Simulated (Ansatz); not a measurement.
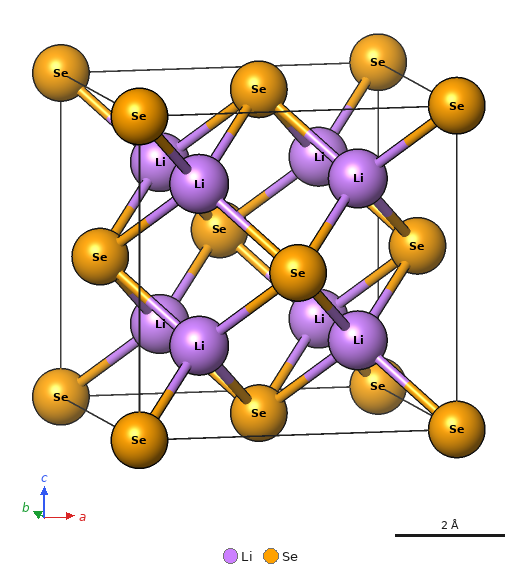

This is a symmetric starting cell of Li2Se. The picture is a ball-and-stick view of the conventional cell (4 times the calculation's cell), seen slightly off an axis. Lengths and directions refer to the drawn axes.

These are results of Ansatz, DFT PBEsol, scalar-relativistic, plane waves, PAW, not measurements. (plane-wave cutoff 420 eV; k-point mesh 8 × 8 × 8; occupations gaussian; smearing width 0.02 eV; no spin polarisation)

Change: All lengths are scaled by +1.0 % (volume +3.0 %), the atoms keeping their fractional coordinates. No relaxation follows. The starting cell wasn't computed here and needn't be at equilibrium, so pressure and forces aren't due to the change alone.

Q: What does the calculation give for the changed structure?

A: Near-neighbour distances before and after: Li–Se 2.600 → 2.626 Å. The space group stays Fm-3m (No. 225). The pressure is −1.9 GPa (not all of it need come from the change, since the unchanged cell can be under pressure at this level too). All forces vanish by symmetry.
